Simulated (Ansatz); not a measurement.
A series of calculations on Sb

## 1. A change

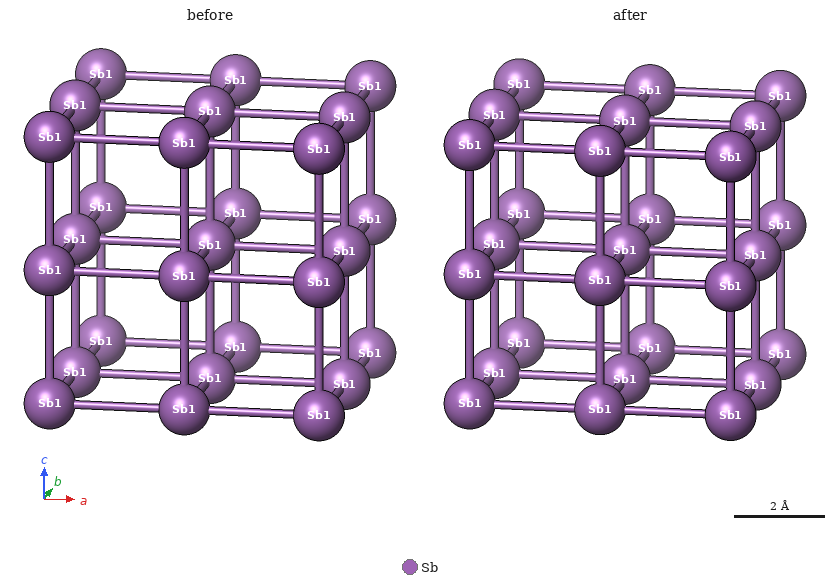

Left: a crystal of Sb (set up in Pm-3m). Right: the same structure after one change, at the same scale. The picture is a ball-and-stick view of the cell of the calculation, repeated 2 × 2 × 2 with one cell outlined, seen slightly off an axis.

Computed with DFT PBEsol, scalar-relativistic, plane waves, PAW (Ansatz 0.2.0). Settings: plane-wave cutoff 420 eV; k-point mesh 14 × 14 × 14; occupations gaussian; smearing width 0.1 eV; no spin polarisation.

> Which change leads from the left to the right?

All lengths are scaled by −3.1 % (volume −9.0 %), the atoms keeping their fractional coordinates. No relaxation follows.

> How do the computed properties respond?

Near-neighbour distances before and after: Sb–Sb 3.062 → 2.967 Å. The space group stays Pm-3m (No. 221). The energy rises by 51.5 meV per atom. The pressure goes from 0.0 to 7.0 GPa. All forces vanish by symmetry.

## 2. Series

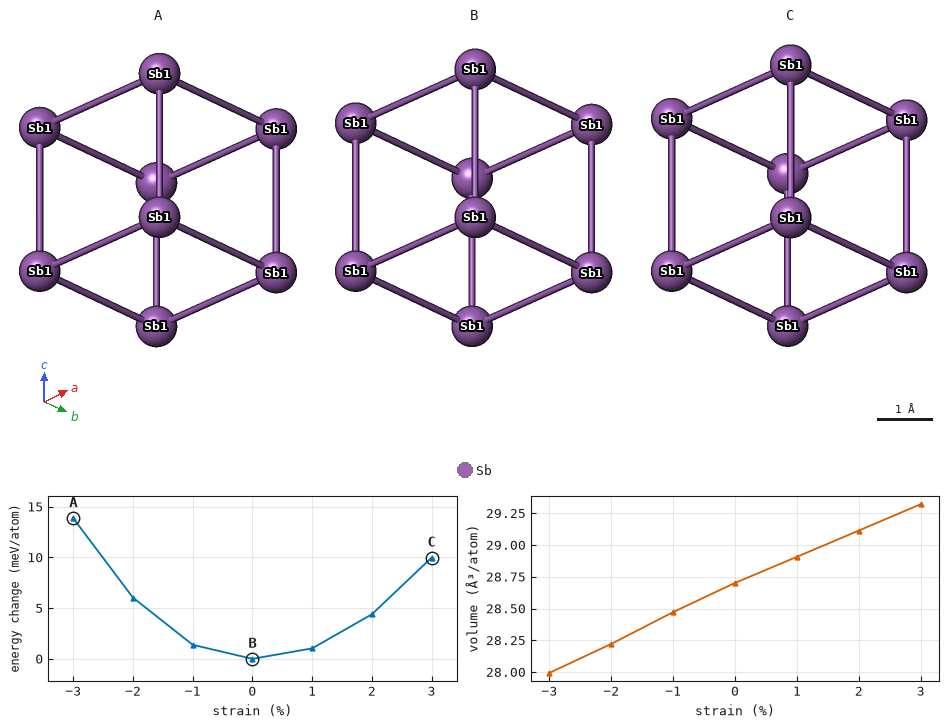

Members of a series of calculations on solid Sb (set up in Pm-3m), marked on the first curve. The picture is a ball-and-stick view of the cell of the calculation, seen from a free direction.

These are results of DFT PBEsol, scalar-relativistic, plane waves, PAW (Ansatz), not measurements. Set-up: plane-wave cutoff 420 eV; k-point mesh 18 × 18 × 18; occupations gaussian; smearing width 0.1 eV; no spin polarisation.

### Which kind of strain is it, and how does the structure respond?

Uniaxial strain along c; a, b and atoms relaxed. A (strain −3.0 %): energy change 13.9 meV/atom, volume 27.99 Å³ per atom. B (strain 0.0 %): energy change 0.0 meV/atom, volume 28.70 Å³ per atom. C (strain 3.0 %): energy change 10.0 meV/atom, volume 29.32 Å³ per atom. The rest compares A with C. The volume changes by +4.7 %, with a = b 3.070 → 3.049 Å (−0.7 %), c 2.970 → 3.154 Å (+6.2 %). Some distances before and after: Sb–Sb 2.970 → 3.154 Å, Sb–Sb 3.070 → 3.049 Å.

## 3. Scan

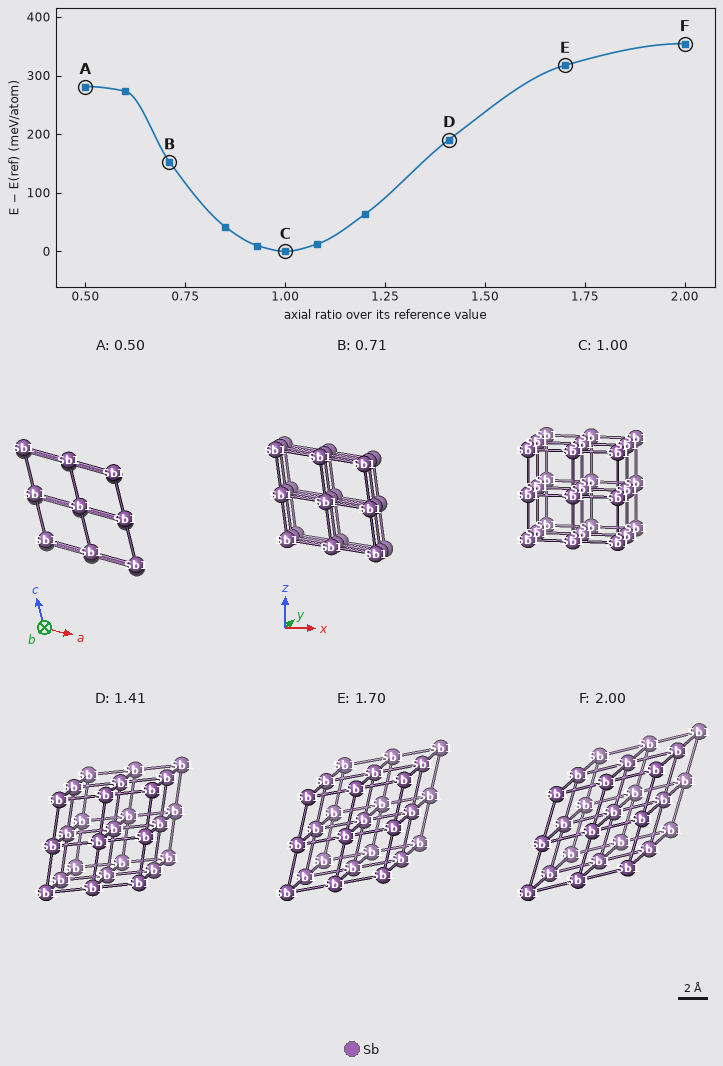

A scan of a crystal of Sb (Pm-3m): the ratio of the cell's length along [111] to its lengths across, counted as 1 for the reference, is changed at fixed volume (a trigonal path), with the atoms kept at their fractional coordinates. x, y and z are the Cartesian axes of the input. The lettered frames are marked on the plot. A ball-and-stick model of the cell of the calculation, repeated 2 × 2 × 2 with one cell outlined, seen slightly off an axis.

The calculation used DFT PBEsol, scalar-relativistic, plane waves, PAW (Ansatz 0.2.0). Settings: plane-wave cutoff 420 eV; k-point mesh 16 × 16 × 16; occupations gaussian; smearing width 0.15 eV; no spin polarisation. Energies (free energies at the smearing named) are counted from the cell as listed in its source, which wasn't relaxed.

**Describe the profile.**

Of the computed points the lowest is at the relative ratio 1.00, 0 meV/atom. The end points stand at 281 meV/atom (0.50) and 355 meV/atom (2.00). The unrelaxed reference is under a pressure of −4.9 GPa. The distortion takes the space group from Pm-3m to R-3m, except for Im-3m at 0.50, Fm-3m at 2.00. At the relative ratio 2.00 the cell of the drawing goes a 3.160 → 3.547 Å, b 3.160 → 3.547 Å, c 3.160 → 3.547 Å, α 90.0° → 60.0°, β 90.0° → 60.0°, γ 90.0° → 60.0°.

The computed points:

| axial ratio over its reference value | E − E(ref) (meV/atom) |
| --- | --- |
| 0.50 | 281 |
| 0.60 | 273 |
| 0.71 | 153 |
| 0.85 | 42 |
| 0.93 | 10 |
| 1.00 | 0 |
| 1.08 | 12 |
| 1.20 | 64 |
| 1.41 | 191 |
| 1.70 | 317 |
| 2.00 | 355 |
